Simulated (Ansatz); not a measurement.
# Run report: Lu, field-gradient calculation

System: Lu (2 atoms in the cell).
Method: DFT, PBE, PAW with Ansatz's default frozen-core files, scalar-relativistic, no spin polarisation (Ansatz 0.2.0).

The structure derives from an entry of the Crystallography Open Database. Its volume is 1.05 times that of the source entry. It belongs to a series of runs on one base structure; here: volume scaled by 1.05, PAW files. Figures and captions count atoms from 1; the log counts them from 0 in places.

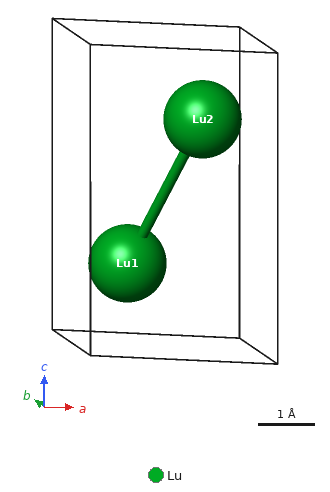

**Figure 1.** The structure (ball-and-stick view of the cell of the calculation, seen slightly off an axis; atoms are numbered from 1 in the order of the input).

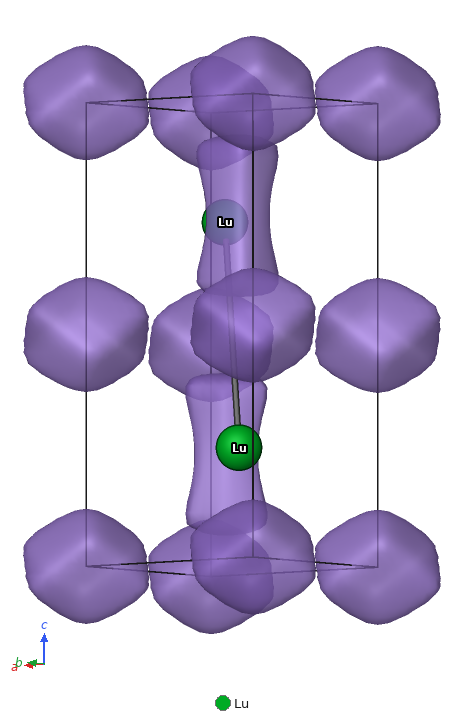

**Figure 2.** Isosurface of the ELF at 0.55 (purple), seen at an oblique angle. Core shells and regions of very low density are left out. Sticks mark near contacts. The outline is the cell set on symmetry axes. Along the contacts the grid gives the following. Lu–Lu (3.50 Å): the ELF is about 0.25 at the midpoint (no localised pair between them). Lu–Lu (3.57 Å): the ELF is about 0.25 at the midpoint (no shared electron pair). Core electrons are frozen (PAW), so the fields are smoothed inside the atomic spheres.

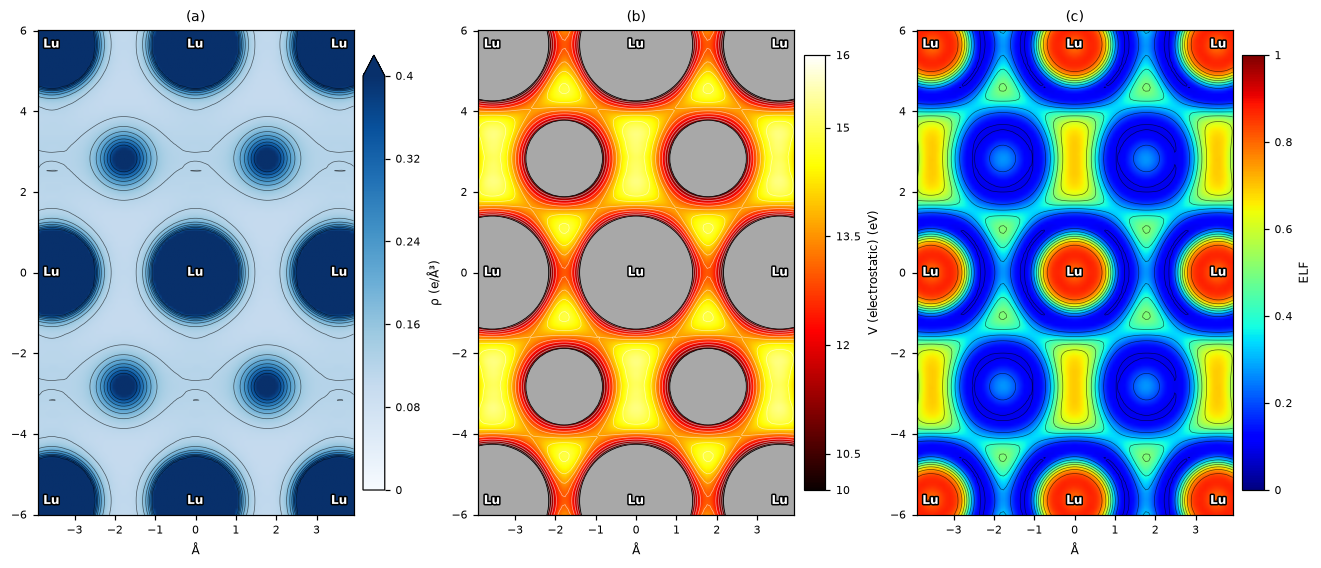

**Figure 3.** (a) valence pseudo-density; (b) electrostatic potential (local pseudopotential plus Hartree) felt by an electron; (c) ELF on the (010) plane of the conventional cell. Grey discs, where drawn, cover atomic cores. The plane passes through Lu nuclei. Lu–Lu (3.57 Å): the density is about 0.11 e/Å³ at the midpoint; the ELF is about 0.25 at the midpoint (no localised pair between them). Away from the nuclei the density in this plane falls to 0.1 e/Å³ at its lowest. The strong features right at Lu lie inside the PAW spheres (semicore, d or f shells) and say nothing about bonding. Outside the cores the potential energy rises away from the atoms and is highest about 2.1 Å from the nearest atoms; outside the discs it spans about 5 eV, and its zero is arbitrary.

The input that produced these results follows, with the program's output.

Input file:
```yaml
crystal:
  lattice:
    - [3.567448444, 0.0, 0.0]
    - [-1.783724222, 3.0895009792, 0.0]
    - [0.0, 0.0, 5.6578719598]
  atoms:
    - { symbol: Lu, position: [0.3333333333, 0.6666666667, 0.25] }
    - { symbol: Lu, position: [0.6666666667, 0.3333333333, 0.75] }
kpoints:
  mp_grid: { grid: [13, 13, 8] }
scf:
  occupations: { method: fermi_dirac, width: 0.03 }
hamiltonian:
  xc: pbe
  pseudopotentials: { kind: paw }
output:
  forces: true
  stress: true
  eigenvalues: true
  efg: { contact_densities: true }
  write_density: true
  write_potential: true
  elf: true
  volumetric_format: npy
```

Launched with:
```bash
ansatz run input.yaml --threads 1 --pin off --max-ram 2048MiB --backend cpu --events-out ev --progress --plain --runs-dir out
```

The program's output:
```
band count auto-derived: 31 (N_el = 50.0; filled up to band 25; 30 by the electrons, moments and atoms)
Lu: output.efg is read without spin–orbit coupling, which moves field gradients at and beside such atoms by some per cent and up to a factor of two; PAW files take it under magnetization.noncollinear and magnetization.spin_orbit
Engine: ansatz 0.2.0, x86_64-unknown-linux-gnu
Pseudopotentials: kind: paw
Pseudopotential: Lu, paw, valence charge 25, recommended cutoff 420 eV (normal), Lu.paw.azcp
Functional definition: PBE
  parameter kappa = 0.804
  parameter beta = 0.06672455060314922
  exchange = pbe_x(kappa = kappa, mu = beta*pi^2/3)
  correlation = pbe_c(beta = beta)
Crystal: 2 atoms, lattice volume = 62.359 Å³
Basis set: ecut = 420 eV, 1213 PW (Γ), exchange–correlation on 48×48×80 points (8 copies of the dense FFT grid, shifted against one another)
Bands: 31, of which v1, the nominal top of the filled ones, is band 25 counted from 1 (24 counted from 0)
Symmetry: 24 space group operations
Space group: P63/mmc (ITA 194), of the structure as read, at distance tolerance 4.0e-5 Å
k-points: 105 of 1352
Non-local potential: Lu, projectors of the file, l = 0: 3, l = 1: 2, l = 2: 2, l = 3: 3
PAW form: soft (Blöchl's): semilocal exchange-correlation on the pseudo side does not see the compensation charge
PAW one-centre angular grid: Lu, 590 points (default); XC on 64 Gauss nodes
Initial density: superposition of atomic densities (neutral atoms: chi_scale 0, normalization atom), corrected by the library's trained network
Initial wavefunctions: pseudopotential atomic-orbital guess
Functional: x = pbe(κ = 0.804, μ = 0.2195149727645171), c = pbe(β = 0.06672455060314922)
SCF iter   1: F=—  HF=-29464.820345 eV  |F-HF|=—  |Δ(HF+E_count)|=         —  Δρ=1.76e-3  dr2=1.26e-3  ethr=1.77e-3  ⟨swp⟩=5.5  Hψ=14120  notcnv=0
preconditioner: auto → Kerker (q_TF=auto, 2.630 Å⁻¹)  [metal: Δε(μ)=0.001 eV  Ē_g=12.683 eV  σ=0.030 eV  W_gap=0.01  n_scr=22 (ndim 8)  ℏωp=31.9 eV  f_vac=0.000  D(μ)=3.61/eV (n_scr^D=34)]
SCF iter   2: F=—  HF=-29464.815324 eV  |F-HF|=—  |Δ(HF+E_count)|=   5.02e-3  Δρ=1.85e-3  dr2=1.59e-3  ethr=2.52e-6  ⟨swp⟩=3.6  Hψ=10642  notcnv=0  defer=99
SCF iter   3: F=—  HF=-29464.813511 eV  |F-HF|=—  |Δ(HF+E_count)|=   1.81e-3  Δρ=9.78e-4  dr2=5.00e-4  ethr=2.52e-6  ⟨swp⟩=2.7  Hψ=6875  notcnv=0  defer=99
SCF iter   4: F=—  HF=-29464.813466 eV  |F-HF|=—  |Δ(HF+E_count)|=   4.45e-5  Δρ=3.98e-4  dr2=8.86e-5  ethr=1.00e-6  ⟨swp⟩=2.2  Hψ=6161  notcnv=0  defer=99
SCF iter   5: F=—  HF=-29464.813454 eV  |F-HF|=—  |Δ(HF+E_count)|=   1.26e-5  Δρ=7.44e-5  dr2=3.74e-6  ethr=1.77e-7  ⟨swp⟩=2.1  Hψ=5686  notcnv=0  defer=99
SCF iter   6: F=—  HF=-29464.813455 eV  |F-HF|=—  |Δ(HF+E_count)|=   1.32e-6  Δρ=1.62e-5  dr2=9.65e-8  ethr=2.00e-10  ⟨swp⟩=16.0  Hψ=38390  notcnv=0
SCF iter   7: F=—  HF=-29464.813453 eV  |F-HF|=—  |Δ(HF+E_count)|=   1.69e-6  Δρ=9.30e-6  dr2=2.29e-8  ethr=1.93e-10  ⟨swp⟩=14.1  Hψ=38042  notcnv=0
SCF iter   8: F=—  HF=-29464.813453 eV  |F-HF|=—  |Δ(HF+E_count)|=   5.24e-7  Δρ=3.25e-6  dr2=2.05e-9  ethr=4.59e-11  ⟨swp⟩=13.5  Hψ=35581  notcnv=0
SCF iter   9: F=-29464.813453 eV  HF=-29464.813453 eV  |F-HF|=0.00e0  |Δ(HF+E_count)|=   2.47e-8  Δρ=4.41e-7  dr2=7.19e-11  ethr=4.09e-12  ⟨swp⟩=11.2  Hψ=28579  notcnv=0
SCF 1 converged in 9 iterations: F = -29464.813453 eV  dr2 = 7.19e-11
  greatest PAW one-centre occupation: 0.998 electrons in one spin orbital (limit 2), on the Lu atom at site 1 (counted from 0), in its partial waves of l = 0
SCF converged after 9 iterations
Free energy (F): -29464.813453 eV
Harris-Foulkes:  -29464.813453 eV  (|F-HF|=0.00e0)
Internal energy: -29464.802377 eV  (E = F + TS)
E sigma→0 (E₀):  -29464.807915 eV
Entropy (-TS):   -0.011076 eV (-5.538 meV/atom)
Fermi energy:    12.694684 eV
--- Per-component energies (eV) ---
  E_band       = -65.589879
  E_kinetic    = 832.091170
  E_local      = -13778.037477  (includes V_loc(G=0)·N_el)
  E_nonlocal   = 1153.407400
  E_hartree    = 5767.475868
  E_xc         = -434.080523
  E_vxc        = -513.485052  (∫ρ·V_xc dr)
  E_paw        = -14748.287074  (= ΣΔE_a)
  E_vpaw       = 705.481855  (= ΣTr[D̂ρ^β])
  E_aug_tail   = 0.000075  (compensation charges beyond the density's cutoff)
  E_ewald      = -8257.371816
  E_smearing   = -0.011076  (= −TS)
  E_closure    = -0.000000  (closes the sum)
  Σ components = -29464.813453   (vs F -29464.813453, Δ=0.00e0)
--- Forces (eV/Å), atoms counted from 1 ---
  atom   1  Lu    -0.00000000    -0.00000000    -0.00000000
  atom   2  Lu     0.00000000     0.00000000     0.00000000
  max |Σ_I F_I| component: 4.63e-18 eV/Å
--- Stress (GPa, compression-positive) ---
       -2.547341       0.000000       0.000000
       -0.000000      -2.547341      -0.000000
        0.000000      -0.000000      -3.443988
  P = ⅓ Tr σ = -2.8462 GPa (-28.462 kbar)
--- PAW observables at the nuclei: V_zz in 10²¹ V/m², potentials from the cell's mean, atoms counted from 1 ---
  atom   1  Lu V_zz =    +3.818115   η = 0.0000   by run symmetry: allowed
            electrostatic potential = -13867.938771 V   contact ρ = 6964964.105033 e/Å³
  atom   2  Lu V_zz =    +3.818115   η = 0.0000   by run symmetry: allowed
            electrostatic potential = -13867.938771 V   contact ρ = 6964964.105033 e/Å³
--- Band table (eV; the first three rows and the last of 105) ---
  k-point 0: bands = ["-43.6266", "-43.6025", "-14.5056", "-14.1757", "-14.1757", "-14.1130", "-14.1130", "-14.0888", "6.8431", "7.5920", "7.5936", "7.6002", "7.6237", "7.6237", "7.6305", "7.6305", "7.6374", "7.6374", "7.6451", "7.6667", "7.6667", "7.6780", "7.6812", "10.3577", "13.0722", "14.8444", "14.8444", "15.0982", "15.4909", "15.4909", "16.0645"]
  k-point 1: bands = ["-43.6257", "-43.6034", "-14.4904", "-14.1733", "-14.1733", "-14.1154", "-14.1154", "-14.1053", "6.9486", "7.5869", "7.5986", "7.6008", "7.6174", "7.6174", "7.6332", "7.6332", "7.6390", "7.6390", "7.6441", "7.6693", "7.6693", "7.6781", "7.6810", "10.1897", "13.0848", "14.7877", "14.7877", "14.9862", "15.4002", "15.4002", "16.2387"]
  k-point 2: bands = ["-43.6231", "-43.6060", "-14.4468", "-14.1665", "-14.1665", "-14.1522", "-14.1222", "-14.1222", "7.2571", "7.5842", "7.5943", "7.6099", "7.6117", "7.6117", "7.6248", "7.6248", "7.6409", "7.6507", "7.6507", "7.6730", "7.6730", "7.6784", "7.6807", "9.7210", "13.1855", "14.6802", "14.7045", "14.7045", "15.1870", "15.1870", "16.6600"]
  k-point 104: bands = ["-43.6009", "-43.6009", "-14.4268", "-14.4268", "-14.3244", "-14.3244", "-14.1662", "-14.1662", "7.6129", "7.6129", "7.6237", "7.6237", "7.6274", "7.6274", "7.6327", "7.6327", "7.6413", "7.6413", "7.6460", "7.6460", "7.6609", "7.6609", "11.8643", "11.8643", "12.5310", "12.5310", "12.9988", "12.9988", "15.8446", "15.8446", "17.7925"]
```

File rho_z.tsv:
```
# z_ang	rho[e/angstrom^3]
# format = ansatz-planar-average/11
# lattice	3.567448444	0.000000000	0.000000000
# lattice	-1.783724222	3.089500979	0.000000000
# lattice	0.000000000	0.000000000	5.657871960
# sites	2
# site	71	0.000000000	2.059667319	1.414467990
# site	71	1.783724222	1.029833660	4.243403970
0.000000	1.091276e-1
0.141447	1.120659e-1
0.282894	1.232103e-1
0.424340	1.496439e-1
0.565787	2.107176e-1
0.707234	3.474378e-1
0.848681	6.203881e-1
0.990128	1.084811e0
1.131574	1.715462e0
1.273021	2.315086e0
1.414468	2.569404e0
1.555915	2.315086e0
1.697362	1.715462e0
1.838808	1.084811e0
1.980255	6.203881e-1
2.121702	3.474378e-1
2.263149	2.107176e-1
2.404596	1.496439e-1
2.546042	1.232103e-1
2.687489	1.120659e-1
2.828936	1.091276e-1
2.970383	1.120659e-1
3.111830	1.232103e-1
3.253276	1.496439e-1
3.394723	2.107176e-1
3.536170	3.474378e-1
3.677617	6.203881e-1
3.819064	1.084811e0
3.960510	1.715462e0
4.101957	2.315086e0
4.243404	2.569404e0
4.384851	2.315086e0
4.526298	1.715462e0
4.667744	1.084811e0
4.809191	6.203881e-1
4.950638	3.474378e-1
5.092085	2.107176e-1
5.233532	1.496439e-1
5.374978	1.232103e-1
5.516425	1.120659e-1
```

File v_z.tsv:
```
# z_ang	v_es[eV]	v_tot[eV]
# format = ansatz-planar-average/11
# xc	pbe
# density_cutoff_ev	1680
# datasets	Lu=:simpson_from_first_knot:soft
# lattice	3.567448444	0.000000000	0.000000000
# lattice	-1.783724222	3.089500979	0.000000000
# lattice	0.000000000	0.000000000	5.657871960
# sites	2
# site	71	0.000000000	2.059667319	1.414467990
# site	71	1.783724222	1.029833660	4.243403970
0.000000	1.352358e1	5.551055e0
0.141447	1.332488e1	5.369784e0
0.282894	1.271857e1	4.678386e0
0.424340	1.161797e1	3.278206e0
0.565787	9.808363e0	9.535607e-1
0.707234	7.285413e0	-2.264023e0
0.848681	4.365537e0	-5.972012e0
0.990128	1.452528e0	-9.660718e0
1.131574	-1.044899e0	-1.279399e1
1.273021	-2.738708e0	-1.489871e1
1.414468	-3.338454e0	-1.563776e1
1.555915	-2.738708e0	-1.489871e1
1.697362	-1.044899e0	-1.279399e1
1.838808	1.452528e0	-9.660718e0
1.980255	4.365537e0	-5.972012e0
2.121702	7.285413e0	-2.264023e0
2.263149	9.808363e0	9.535607e-1
2.404596	1.161797e1	3.278206e0
2.546042	1.271857e1	4.678386e0
2.687489	1.332488e1	5.369784e0
2.828936	1.352358e1	5.551055e0
2.970383	1.332488e1	5.369784e0
3.111830	1.271857e1	4.678386e0
3.253276	1.161797e1	3.278206e0
3.394723	9.808363e0	9.535607e-1
3.536170	7.285413e0	-2.264023e0
3.677617	4.365537e0	-5.972012e0
3.819064	1.452528e0	-9.660718e0
3.960510	-1.044899e0	-1.279399e1
4.101957	-2.738708e0	-1.489871e1
4.243404	-3.338454e0	-1.563776e1
4.384851	-2.738708e0	-1.489871e1
4.526298	-1.044899e0	-1.279399e1
4.667744	1.452528e0	-9.660718e0
4.809191	4.365537e0	-5.972012e0
4.950638	7.285413e0	-2.264023e0
5.092085	9.808363e0	9.535607e-1
5.233532	1.161797e1	3.278206e0
5.374978	1.271857e1	4.678386e0
5.516425	1.332488e1	5.369784e0
```

Summary:

| quantity | value |
| --- | --- |
| outcome | converged |
| space group (tolerance 0.01 Å) | P6₃/mmc (194) |
| electrons treated | 50 |
| free energy | −29464.8135 eV |
| Fermi energy | 12.695 eV |
| pressure | −2.85 GPa |
| field gradient V_zz (10²¹ V/m²) | Lu 3.82, Lu 3.82 |
| largest force (length of the vector) | under 0.001 eV/Å |
| hardware | 1 thread of an x86-64 CPU, shared host |
| wall time | 24 s |
| peak memory | 0.51 GiB |

Remarks:

Warnings of the run: the field gradients leave out spin–orbit coupling.
